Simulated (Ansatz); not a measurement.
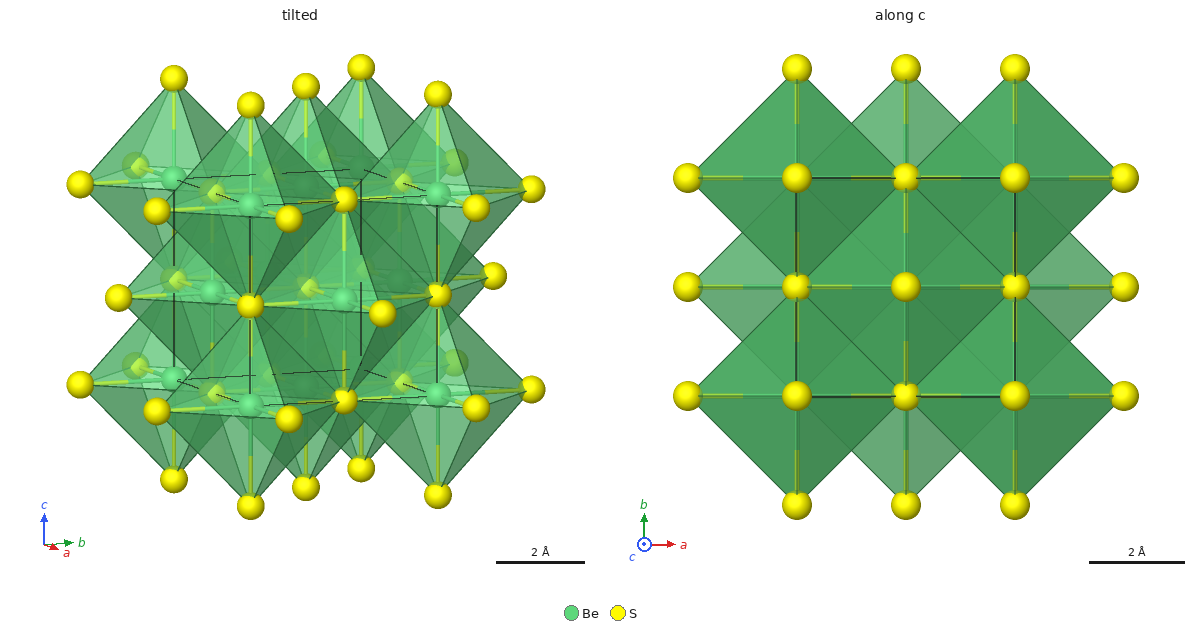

View slightly off an axis and along the c axis, drawn as a polyhedral model. One conventional unit cell is framed, with atoms on its boundary repeated. Some neighbours outside the box are added.

BeS, space group Fm-3m (No. 225), a = 4.63 Å, b = 4.63 Å, c = 4.63 Å, α = 90.00°, β = 90.00°, γ = 90.00°.

The calculation: Ansatz 0.2.0, G0W0 on PBE, plane waves, PAW, with a kinetic-energy cutoff of 420 eV, k-points about 0.39 Å⁻¹ apart, no spin polarisation.

> Is it conducting or gapped at this level?

A semiconductor at this level, with a gap of 0.97 eV, indirect; the smallest direct gap is 4.14 eV.

It goes back to a structure type filled with these elements by a generator (whether the compound takes this form wasn't checked). Earlier steps of the study may have refined or changed the cell and positions. Ansatz was used for an electronic-structure calculation on it.
